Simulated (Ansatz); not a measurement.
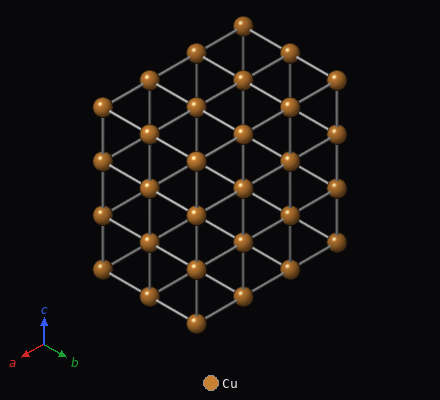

Cu (Pm-3m, No. 221): the end point of a relaxation with DFT, r2SCAN, plane waves (500 eV) with PAW, scalar-relativistic (Ansatz 0.2.0); the starting structure was generated, so it need not be a known form of this composition.

```
Cu
1.0
     2.36909    0.00000    0.00000
     0.00000    2.36909    0.00000
     0.00000    0.00000    2.36909
Cu
1
Direct
  0.00000 0.00000 0.00000
```

**What will a Z-contrast image along [111] show? Simulation: incoherent imaging, intensity Z^1.8 per atom, probe width 1.30 Å, thin sample. A slight drift was added.**

The columns repeat on a hexagonal net with a repeat of 1.93 Å (plane group p6mm). All columns are alike (Cu). The shortest distance between visible columns is 1.93 Å in projection. Along the beam the structure repeats every 4.10 Å.

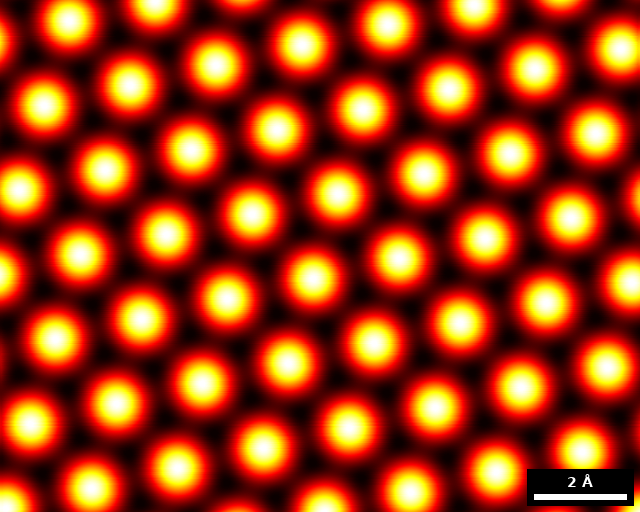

The simulated image.
